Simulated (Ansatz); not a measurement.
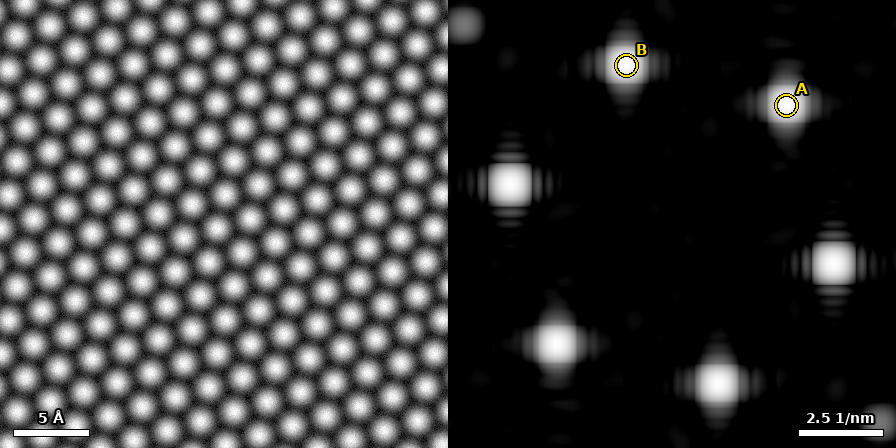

Dark-field STEM-like image of Ti (Fd-3m, No. 227) along [111]. Simulation: incoherent imaging, intensity Z^1.7 per atom, probe width 1.30 Å, thin sample. The probe carries 15 % of its weight in a tail 2.5 times as wide. The display is stretched by a gamma of 0.65; percentages refer to the linear signal. Shot noise was added. Structure: the input geometry of a calculation; the starting structure was generated, so it need not be a known form of this composition.

The right panel is the modulus of the image's Fourier transform on a logarithmic scale.

a = 5.700 Å, b = 5.700 Å, c = 5.700 Å, α = 90.00°, β = 90.00°, γ = 90.00°

**Index the marked spots and give their plane spacings (the zone axis points at the viewer; indices equivalent by symmetry, or all signs reversed, are as good).**

A: (-2 2 0), d = 2.02 Å; B: (-2 0 2), d = 2.02 Å. A and B enclose 60°, and every spot obeys the zone law hu + kv + lw = 0 for [111].
